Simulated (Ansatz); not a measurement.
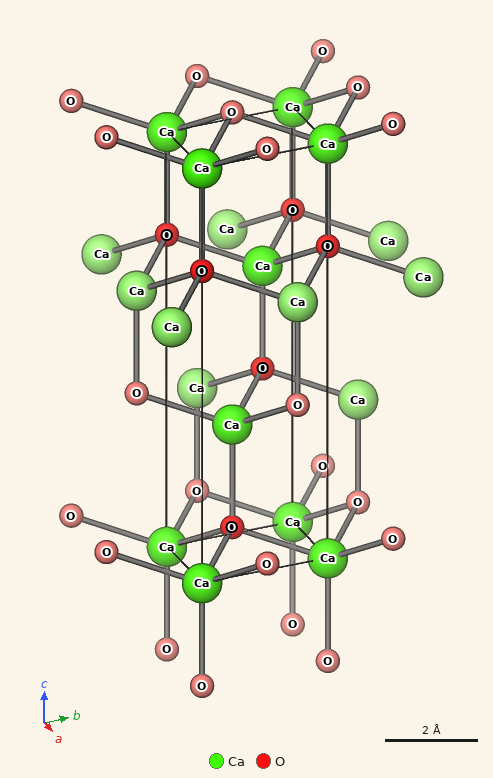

Ball-and-stick representation of a periodic structure, projected slightly off an axis. Lines trace the edges of the conventional unit cell. Atoms just outside the outline that bond to atoms inside are added, in fainter colours.

CaO, space group R3m (No. 160), a = 3.686 Å, b = 3.686 Å, c = 9.261 Å, α = 90.00°, β = 90.00°, γ = 120.00°. The initial geometry was a structure type filled with these elements by a generator (whether the compound takes this form wasn't checked). The cell was then strained or its atoms displaced on purpose. An electronic-structure calculation with Ansatz was run on it.

This one geometry was computed with Ansatz (DFT, plane waves, PAW) at three levels of theory: HSE06, PBE and r2SCAN. It was relaxed with r2SCAN and then strained.

**How does the band gap change with the level of theory?**

PBE: a gap of 3.23 eV, indirect; r2SCAN: a gap of 3.65 eV, indirect; HSE06: a gap of 4.61 eV, indirect.

**Collect the results in a table.**

| level | cutoff (eV) | k-mesh of the run's cell | gap (eV) | pressure (GPa) |
| --- | --- | --- | --- | --- |
| HSE06 | 420 | 6×6×6 | 4.61 | -1.9 |
| PBE | 420 | 8×8×8 | 3.23 | -0.6 |
| r2SCAN | 500 | 8×8×8 | 3.65 | -2.0 |

Gaps are taken on the k-mesh or band path of each run.
